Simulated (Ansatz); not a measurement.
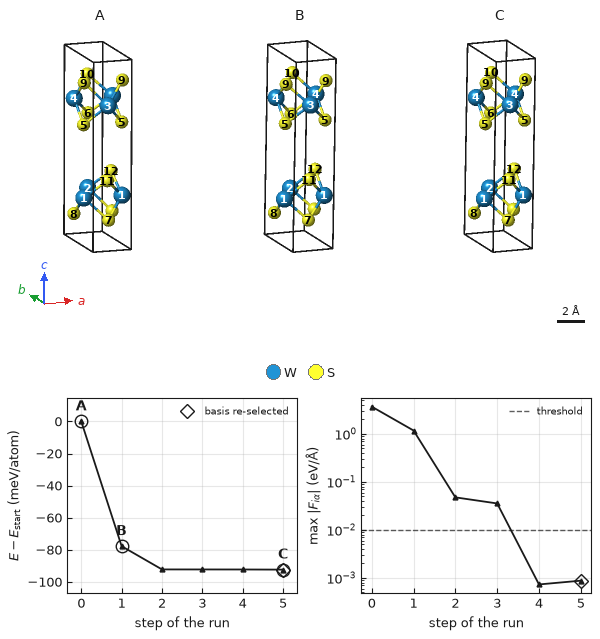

Frames of a relaxation of solid WS2 (set up in P1), marked on the history of the run. Style: ball-and-stick. Shown: the cell of the calculation, slightly off an axis.

Case: all atoms moved at random, sigma 0.05 Å for each component, cell strained at random, sigma 0.01; relaxed back.

Computed with DFT PBE, scalar-relativistic, plane waves, PAW (Ansatz).

Input file:
```yaml
crystal:
  lattice:
    - [3.1062115863, -0.0155330744, -0.0554878198]
    - [-0.0269040741, 5.5411627009, -0.0206953987]
    - [-0.2571791383, -0.0553797826, 14.7920139974]
  atoms:
    - { symbol: W, position: [0.0118412476, 0.336702192, 0.2535866578] }
    - { symbol: W, position: [0.4877800988, 0.8306413476, 0.2546580348] }
    - { symbol: W, position: [0.5094055667, 0.1635809697, 0.7490449369] }
    - { symbol: W, position: [0.9946102502, 0.6531595564, 0.7491307394] }
    - { symbol: S, position: [-0.0117867895, 0.3235393565, 0.6411983374] }
    - { symbol: S, position: [0.5034658774, 0.8430098824, 0.6476874797] }
    - { symbol: S, position: [0.533250407, 0.1641620401, 0.1454030552] }
    - { symbol: S, position: [1.0037840588, 0.6671229314, 0.1402094347] }
    - { symbol: S, position: [0.0083236666, 0.3285740927, 0.8617018453] }
    - { symbol: S, position: [0.4814508475, 0.8475542372, 0.8524160251] }
    - { symbol: S, position: [0.5001269754, 0.1712979177, 0.3531185621] }
    - { symbol: S, position: [0.9777477935, 0.6706554763, 0.3518448915] }
basis:
  ecutwfc: 420
kpoints:
  mp_grid: { grid: [8, 4, 2] }
hamiltonian:
  xc: pbe
scf:
  occupations: { method: gaussian, width: 0.05 }
output:
  forces: true
  stress: true
  eigenvalues: true
  write_density: true
  write_potential: true
  elf: true
  volumetric_format: npy
relax:
  adjacent_minimum: "off"
  f_tol: 0.01
  max_steps: 80
  cell: { stress_tol: 0.1 }
```

Launched with:
```bash
ansatz run input.yaml --threads 2 --pin off --max-ram 5120MiB --backend cpu --events-out ev --progress --plain --runs-dir out
```

Describe the path.

The energy falls by 92.3 meV per atom in 4 accepted moves (5 points after the start). Largest force component: 3.7 eV/Å at the start, 0.00088 eV/Å at the end. Pressure: 5.10 GPa at the start and 0.00 GPa at the end. At 1 point the geometry stayed and the basis and grid were re-selected for the new cell (energy shift of 0.1 meV per atom at most each time). The largest moves relative to the cell, 0.11 Å, are those of S7 and S10. S10 goes roughly along [3 −3 1]. Largest moves by element: S 0.11 Å, W 0.09 Å. Cell: a 3.107 → 3.187 Å (+2.6 %), b 5.541 → 5.522 Å (−0.4 %), c 14.794 → 14.813 Å (+0.1 %), β 92.0° → 90.3°, γ 90.6° → 90.0°. Volume +2.4 %. Near-neighbour distances that change, for instance: W2–S12 2.250 → 2.420 Å, W1–S11 2.280 → 2.420 Å, W2–S8 2.541 → 2.420 Å, W3–S6 2.316 → 2.420 Å. Among the angles between lasting bonds that change: S6–W4–S10 126.4° → 135.3°, S6–W4–S10 129.0° → 135.3°, S11–W1–S12 88.2° → 82.4°. Within 0.06 Å the space group is P1 at the start and C2/m at the end; at a tighter tolerance small leftover displacements or strains of the cell lower it. Cost: 4 min on 2 threads of Arm Neoverse V1, with other jobs on the host, peak memory 0.76 GiB. From step 0 to 1: S10 moves most (0.16 Å), volume +3.5 %, energy −77.7 meV per atom. From step 1 to 5: W4 moves most (0.07 Å), volume −1.1 %, energy −14.6 meV per atom.

| step | E − E(0), meV/atom | largest force component, eV/Å | pressure, GPa | volume, Å³/atom | note |
| --- | --- | --- | --- | --- | --- |
| 0 | 0.00 | 3.6890 | 5.10 | 21.209 |  |
| 1 | -77.73 | 1.1743 | -0.67 | 21.961 |  |
| 2 | -92.20 | 0.0476 | 0.25 | 21.671 |  |
| 3 | -92.22 | 0.0355 | -0.13 | 21.711 |  |
| 4 | -92.24 | 0.0007 | 0.01 | 21.724 |  |
| 5 | -92.33 | 0.0009 | 0.00 | 21.724 | same geometry, new basis |

Limits of the set-up: layers or molecules are held without a dispersion correction, so their spacing is unreliable.
